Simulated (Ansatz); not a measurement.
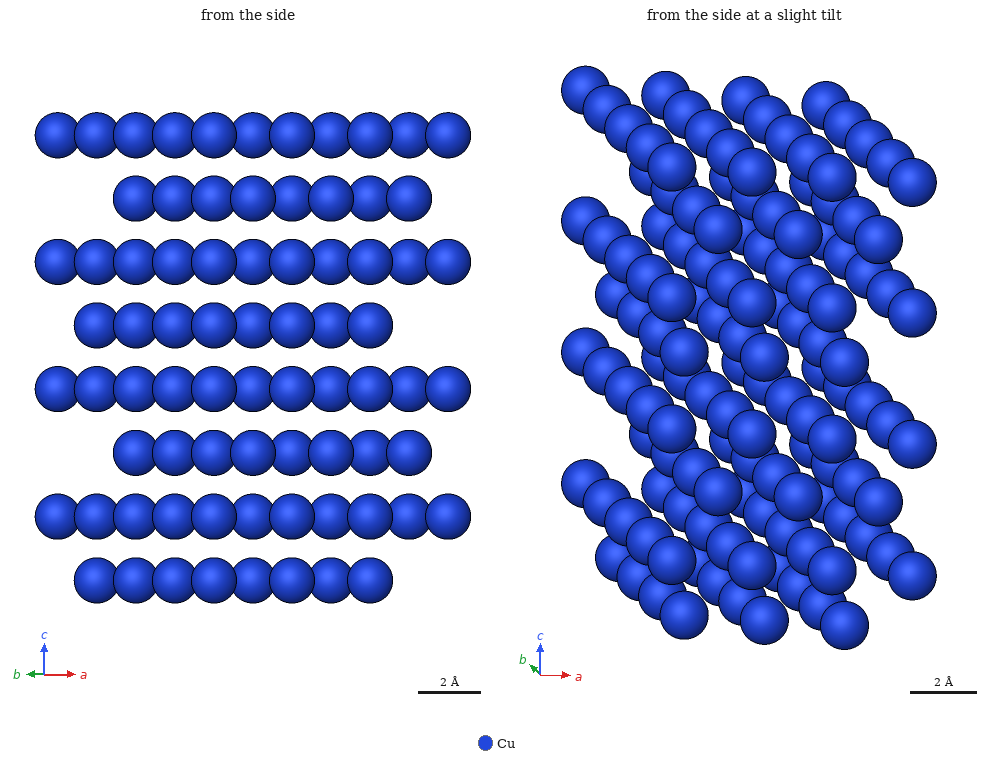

A spheres-only picture of a periodic slab, seen from the side and from the side at a slight tilt. The surface normal points up in side views; the vacuum is left out. 3×4 cells are drawn in the plane, with atoms at the edges repeated.

The cell holds 8 Cu. The slab was cut from bulk Cu (P6_3/mmc).

Q: Estimate the thickness.

A: About 14 Å from the lowest to the highest atom.

Q: Go down through the slab and list the planes.

A: Eight planes: Cu / Cu / Cu / Cu / Cu / Cu / Cu / Cu.

Q: What facet is shown?

A: (0 0 1).

Calculation details: Ansatz 0.2.0, DFT PBEsol, scalar-relativistic, plane waves, PAW; a basis cut at 420 eV, a 12×12×1 mesh of k-points, Gaussian smearing of 0.1 eV, no spin polarisation.

Q: State the work functions.

A: 4.92 eV on both faces.

The structure comes from a structure listed in the Materials Project, from which a slab was cut. The atoms were relaxed in a fixed cell with Ansatz, DFT PBEsol, scalar-relativistic, plane waves, PAW, but for four held in place.
